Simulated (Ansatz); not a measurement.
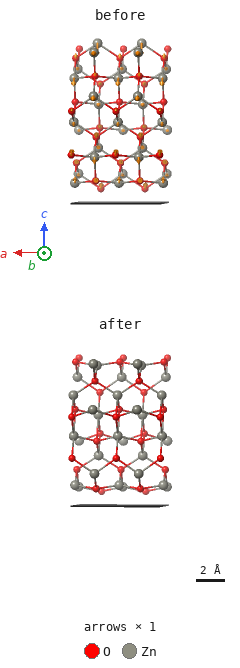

The structure of a slab of composition ZnO (cut from the P6_3mc phase) before (top) and after (bottom) a relaxation, at one scale. The orange arrows give the displacements, at their true length.

Style: ball-and-stick. Shown: the 2 × 1 repeat of the cell, outlined in the plane, without the vacuum (origin shifted), from a free direction.

Case: (1 0 2) slab, atoms relaxed. The slab is the (1 0 2) face of ZnO.

The calculation used DFT PBEsol, scalar-relativistic, plane waves, PAW (Ansatz 0.2.0). Settings: plane-wave cutoff 420 eV; k-point mesh 8 × 4 × 1; occupations gaussian; smearing width 0.05 eV; no spin polarisation; dipole correction; atoms relaxed in a fixed cell; force threshold 0.02 eV/Å; at most 60 steps.

Question: What changed between the two?

Answer: A Zn atom moves most relative to the layer's centre: 1.13 Å at 32° to the normal (−c side). By element the largest moves are Zn 1.13 Å, O 0.82 Å. The cell doesn't change. Near-neighbour distances that change, for instance: O–Zn 3.238 → 1.965 Å, O–Zn 1.976 → 3.149 Å, O–Zn 3.238 → 2.073 Å, O–Zn 3.238 → 2.136 Å. New bonds form, among them: O–Zn (3.24 → 1.96 Å), O–Zn (3.24 → 1.97 Å), O–Zn (3.24 → 2.07 Å), O–Zn (3.24 → 2.14 Å). Bonds break, among them: O–Zn (1.98 → 2.84 Å), O–Zn (1.98 → 2.89 Å), O–Zn (1.98 → 3.14 Å), O–Zn (1.98 → 3.15 Å). Bond angles that change, for instance: O–Zn–O 108.7° → 83.1°, Zn–O–Zn 108.7° → 83.7°, O–Zn–O 108.7° → 84.2°. The energy falls by 2.178 eV per cell of the calculation in 20 accepted moves (22 points after the start). The largest force component goes from 1.7 to 0.013 eV/Å. The line search rejected the trial step at point 17 of the run. 1 step only repeated the SCF at the same geometry. The run took 22 min on 4 threads of Arm Neoverse V2, with other jobs on the host, peak memory 2.4 GiB.
